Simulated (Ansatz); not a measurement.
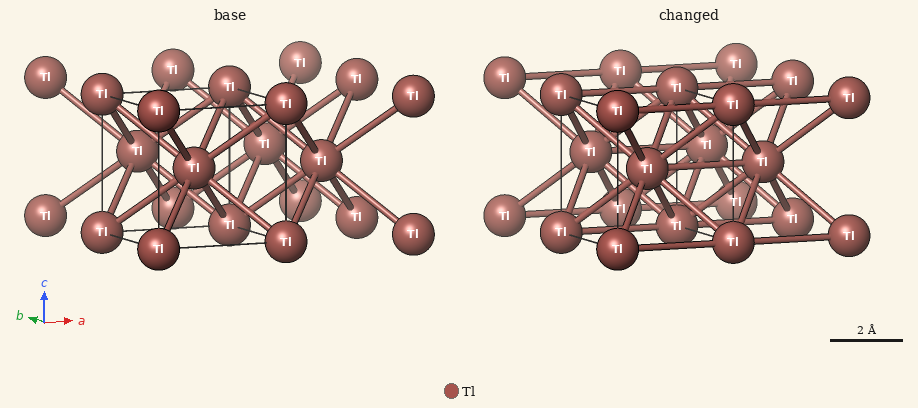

Left: a symmetric starting cell of Tl. Right: the same structure after one change, at the same scale. The picture is a ball-and-stick view of the conventional cell (2 times the calculation's cell), repeated 2 × 2 × 1 with one cell outlined, seen slightly off an axis. Lengths and directions refer to the drawn axes.

All numbers below come from DFT PBE, scalar-relativistic, plane waves, PAW in Ansatz 0.2.0. (plane-wave cutoff 420 eV; k-point mesh 14 × 14 × 14; occupations gaussian; smearing width 0.1 eV; no spin polarisation)

> Which change leads from the left to the right?

The cell is strained by −9.2 % along a and −0.2 % across it (volume −9.5 %), the atoms keeping their fractional coordinates. No relaxation follows. The starting cell wasn't computed here and needn't be at equilibrium, so pressure and forces aren't due to the change alone.

> What does the change do?

The pressure is 7.2 GPa (not all of it need come from the change, since the unchanged cell can be under pressure at this level too). The principal stresses (compression positive) are 8.1 GPa along a and 6.7 GPa across it. All forces vanish by symmetry. Near-neighbour distances before and after: Tl–Tl 3.882 → 3.526 Å, Tl–Tl 3.362 → 3.258 Å. The space group (tolerance 0.01 Å) goes from Im-3m (No. 229) to I4/mmm (No. 139).
